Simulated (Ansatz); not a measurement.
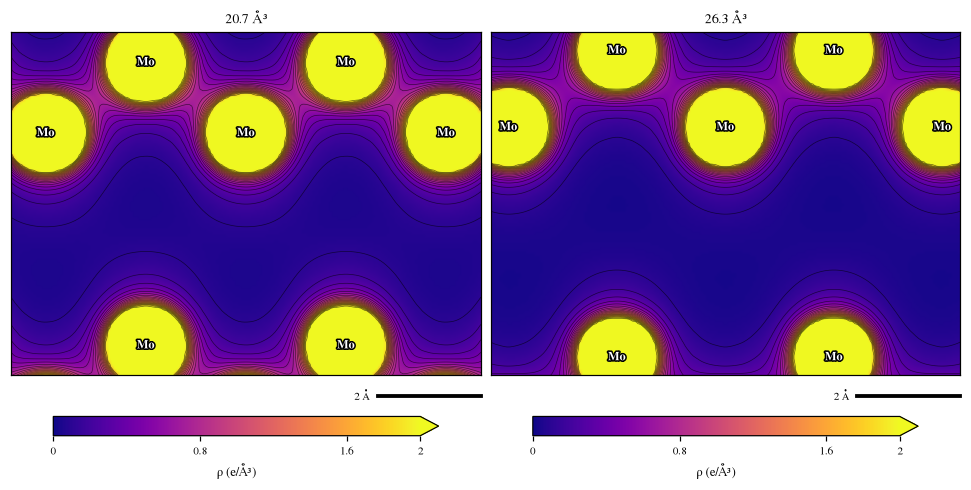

Mo. The valence charge density (pseudo) of cells scaled evenly to different volumes (given per atom above each panel), on the (11̄0) plane of each (indices in the axes of the cell below), at one length scale and on one colour scale.

A generated structure, not necessarily the stable one; computed without spin polarisation.

Theory: Ansatz, DFT, RPBE, plane waves (420 eV) with PAW, scalar-relativistic.

The largest cell:

```cif
data_structure
_symmetry_space_group_name_H-M 'P 1'
_symmetry_Int_Tables_number 1
_cell_length_a 4.2069
_cell_length_b 4.2069
_cell_length_c 4.2069
_cell_angle_alpha 60.000
_cell_angle_beta 60.000
_cell_angle_gamma 60.000
_cell_volume 52.65
loop_
_atom_site_label
_atom_site_type_symbol
_atom_site_fract_x
_atom_site_fract_y
_atom_site_fract_z
_atom_site_occupancy
Mo1 Mo 0.12500 0.12500 0.12500 1
Mo2 Mo 0.87500 0.87500 0.87500 1
```

| volume (Å³/atom) | Mo–Mo contact in the plane (Å) | ρ at its midpoint (e/Å³) | pressure (GPa) | 
| --- | --- | --- | --- |
| 20.68 | 2.377 | 0.743 | 16.5 | 
| 22.56 | 2.447 | ? | ? | 
| 26.32 | 2.576 | 0.553 | −9.0 | 

Question: Estimate the missing row, and compare with the calculation.

Answer: Over the known rows ln ρ falls by 1.48 per Å of Mo–Mo distance (the line through the two), which gives 0.670 e/Å³ at 2.447 Å; the calculation gives 0.667 e/Å³. For the pressure, a straight line in volume between the neighbouring rows gives 8.0 GPa; the calculation gives 4.4, lower because pressure rises ever faster on compression.
